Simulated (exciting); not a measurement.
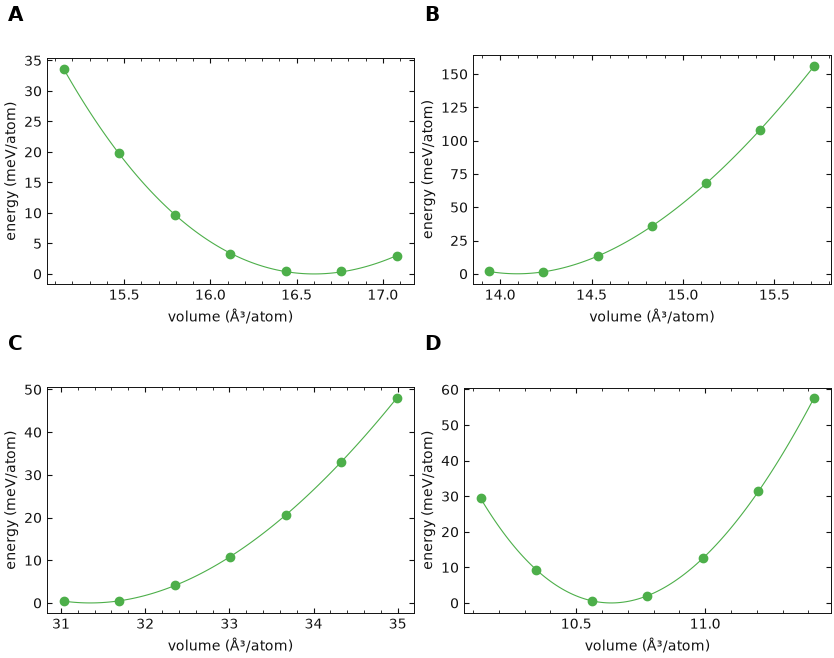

Each panel shows the energy against volume for one of these solids: Al, Im-3m (No. 229); TaN, P-6m2 (No. 187); Tc, Fm-3m (No. 225); Y, P6_3/mmc (No. 194).

Calculation (exciting sodium): all-electron LAPW DFT, no spin polarisation; energies at scaled volumes of the given cell, shape and fractions fixed, counted from the fit's minimum, third-order Birch-Murnaghan fit. Level: PBEsol.

**Which panel belongs to which solid?**

A is Al (energy from 0.40 meV/atom to 33.60 meV/atom, V0 16.6 Å³/atom, B0 73.1 GPa); B is Tc (energy from 1 meV/atom to 156 meV/atom, V0 14.09 Å³/atom, B0 327 GPa); C is Y (energy from 0.43 meV/atom to 48.07 meV/atom, V0 31.35 Å³/atom, B0 42.3 GPa); D is TaN (energy from 0.59 meV/atom to 57.64 meV/atom, V0 10.64 Å³/atom, B0 359 GPa).

For TaN, limits of the calculation: shape and atomic fractions are frozen while scaling, which makes layered, chain and framework solids too stiff.

For Y, limits of the calculation: shape and atomic fractions are frozen while scaling, which makes layered, chain and framework solids too stiff.
